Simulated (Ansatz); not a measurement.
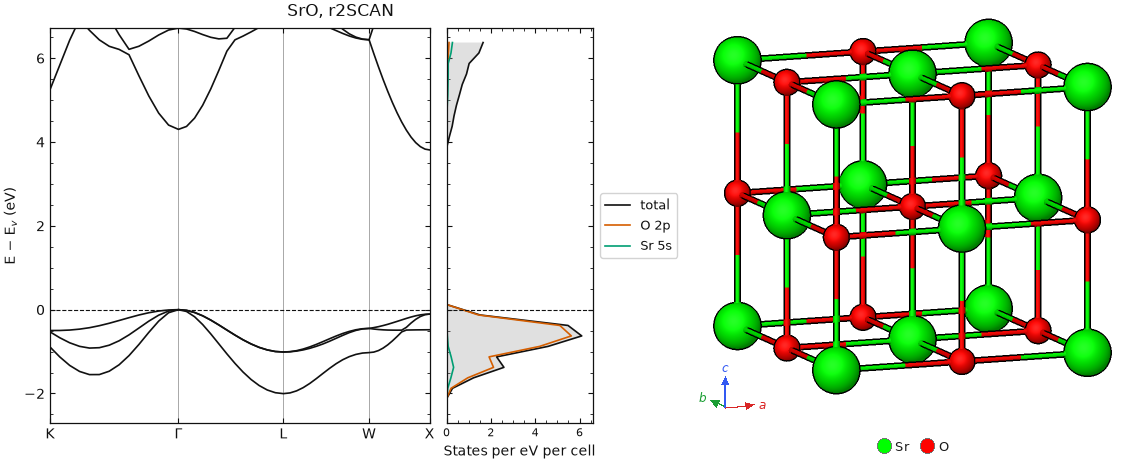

The picture comes from a calculation with Ansatz.

Band structure and density of states, beside the structure. Energies are counted from the top of the valence band. The partial curves are projected on Löwdin-orthogonalised atomic shells; they sum to less than the total at higher energies, where shells without a projector contribute.

This input was run:

```
crystal:
  lattice:
    - [0.0, 2.61409048, 2.61409048]
    - [2.61409048, 0.0, 2.61409048]
    - [2.61409048, 2.61409048, 0.0]
  atoms:
    - { symbol: Sr, position: [0.0, 0.0, 0.0] }
    - { symbol: O, position: [0.5, 0.5, 0.5] }
  symmetry: { tolerance: 0.0003 }
kpoints:
  mp_grid: { grid: [8, 8, 8], shift: [0, 0, 0] }
  band_path:
    path:
      - [0.375, 0.375, 0.75]
      - [0.0, 0.0, 0.0]
      - [0.5, 0.5, 0.5]
      - [0.5, 0.25, 0.75]
      - [0.5, 0.0, 0.5]
    npoints: 13
magnetization:
  spin_polarized: false
scf:
  occupations: { method: fermi_dirac }
  lower_state_search: "off"
  max_iter: 200
hamiltonian:
  pseudopotentials: { kind: paw }
  xc: r2scan
basis:
  ecutwfc: 500
  fft_grid_basis: typed
output:
  forces: true
  stress: true
  eigenvalues: true
  bader: true
  populations: true
  elf: true
  write_potential: true
  volumetric_format: npy
  dos:
    e_range: [-12, 8]
    de: 0.05
    projected: { site_lists: { O: [O], Sr: [Sr] } }
checkpoint:
  read: saved_state
```

What does the band structure say about the gap?

A wide-gap semiconductor or insulator. The gap along this path is 3.81 eV and indirect, from the valence-band top at Γ to the conduction-band bottom at X; the smallest direct gap is 3.92 eV, at X.

Which states form the top of the valence band?

By projected weight, the top eV of the valence band is O 2p almost alone.

What are the direct gaps at K, W and X?

The direct gaps are 5.74 eV at K, 6.89 eV at W and 3.92 eV at X.

How many bands meet at the valence-band top?

Three bands meet at the valence-band top at Γ: it is triply degenerate (spin aside).

How wide is the upper valence band?

The upper group of valence states starts about 1.9 eV under the valence-band top, with a gap beneath it; it holds about 6 electrons a cell.
